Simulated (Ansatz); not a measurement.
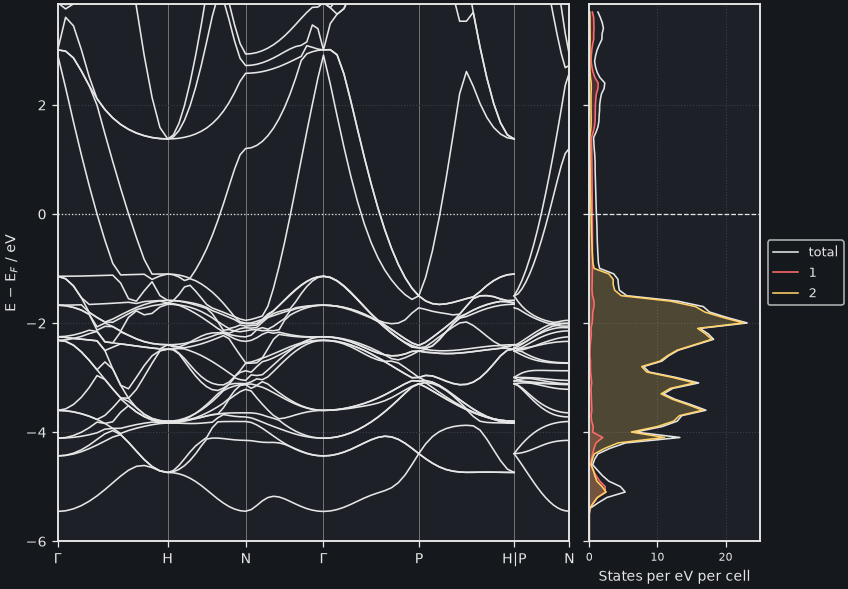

Band structure and density of states. Energies are counted from the Fermi level. The partial curves are projected on Löwdin-orthogonalised atomic shells; they sum to less than the total at higher energies, where shells without a projector contribute.

System: Cu₄H, space group Im-3m (No. 229), 5 atoms in the cell.

Computed with Ansatz 0.2.0: DFT PBE, scalar-relativistic, plane waves, PAW, no spin polarisation, 12×12×12 k mesh, 420 eV cutoff, Gaussian smearing of 0.1 eV.

### The numbered curves are projections. Which is which? The candidates: Cu 3d, Cu 4s.

1 is Cu 4s; 2 is Cu 3d.

### Metal, semiconductor or insulator?

A metal: 3 bands cross the Fermi level along this path.

The structure is an invented one, so it need not be a known or stable phase.
